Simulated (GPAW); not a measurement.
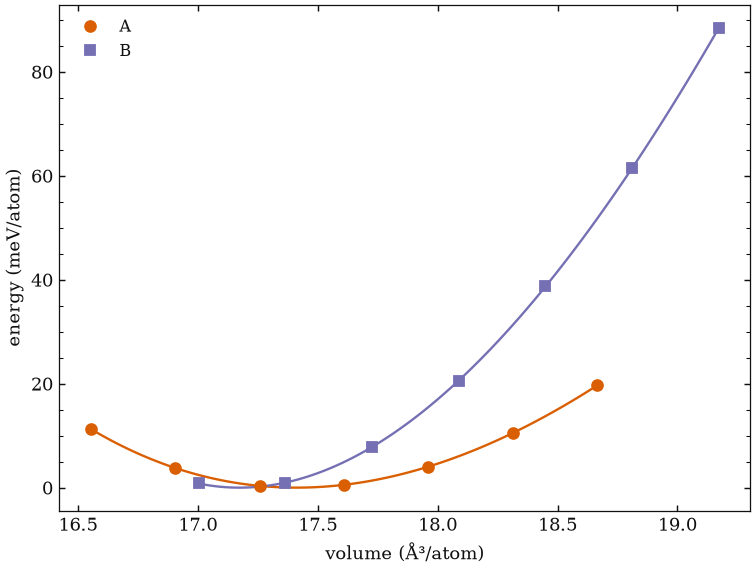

The figure compares two calculations of the energy against volume, each curve from its own zero. The first is for ZrS, space group Fm-3m (No. 225).

The cell holds 2 atoms.

Computed with GPAW 26.7.0: PAW DFT in plane waves, on a grid or in atomic orbitals, no spin polarisation; energies at scaled volumes of the given cell, shape and fractions fixed, counted from the fit's minimum, third-order Birch-Murnaghan fit. Level: PBEsol.

```csv
setting,value
k mesh,9×9×9
occupations,Fermi–Dirac
smearing width,0.05 eV
potentials,PAW data sets made by gpaw setup for the functional
wave cutoff,600 eV
program settings,basis pw
```

In the second, Zr is replaced by Mg on all its sites, which gives MgS in the same structure. The second calculation uses wave cutoff 800 eV.

Which of A and B is the second calculation, and what did the change do?

A. The equilibrium volume rises from 17.17 to 17.41 Å³/atom (+1.4 %) and the bulk modulus falls from 149 to 78 GPa (−48 %).

V0 and the bulk modulus come from third-order Birch–Murnaghan fits.
